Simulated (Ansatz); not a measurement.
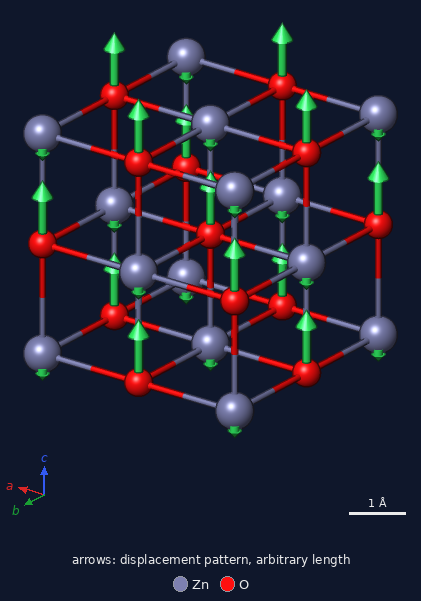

The lowest optical mode of solid ZnO (a generated structure), space group Fm-3m (No. 225), at the zone centre. Displacements are drawn as green arrows; their common scale and sign are arbitrary. The picture is a ball-and-stick view of the conventional cell (4 times the calculation's cell), seen from a free direction. Lengths and directions refer to the drawn axes.

Level of theory: DFT PBE, scalar-relativistic, plane waves, PAW (Ansatz).

Input file:
```yaml
crystal:
  lattice:
    - [0.0, 2.1649716767, 2.1649716767]
    - [2.1649716767, 0.0, 2.1649716767]
    - [2.1649716767, 2.1649716767, 0.0]
  atoms:
    - { symbol: Zn, position: [0.0, 0.0, 0.0] }
    - { symbol: O, position: [0.5, 0.5, 0.5] }
basis:
  ecutwfc: 420
kpoints:
  mp_grid: { grid: [12, 12, 12] }
hamiltonian:
  xc: pbe
scf:
  occupations: { method: fixed }
output:
  eigenvalues: true
phonons:
  method: dfpt
  dielectric: true
  rigid_motions: translations
  eigenvectors: true
  qmesh: [4, 4, 4]
  temperatures: { t_max: 1000, t_step: 100 }
  qpath:
    path:
      - [[0.0, 0.0, 0.0], [0.5, 0.0, 0.5], [0.625, 0.25, 0.625]]
      - [[0.375, 0.375, 0.75], [0.0, 0.0, 0.0], [0.5, 0.5, 0.5], [0.5, 0.25, 0.75], [0.5, 0.0, 0.5]]
    npoints: 8
```

Launched with:
```bash
ansatz run input.yaml --threads 1 --pin off --max-ram 2560MiB --backend cpu --events-out ev --progress --plain --runs-dir out
```

Frequencies are those without the non-analytic (LO–TO) term.

Question: Is this crystal at a minimum with respect to the drawn distortion?

Answer: Yes: this softest mode has a real frequency, and so have all others here. That speaks for this wave vector alone: the rest of the zone wasn't checked in this run. This is the T₁u mode (triply degenerate; one member of the set is drawn) at 204 cm⁻¹, the only optical level, infrared-active by symmetry. The O sublattice moves against the Zn sublattice, along c; it stretches the shortest O–Zn bonds (2.16 Å); the kinetic energy is shared as O 80 %, Zn 20 %. Its infrared intensity is 32 (D/Å)²/amu for the set. The value is the transverse one; the longitudinal partner lies at 494 cm⁻¹.
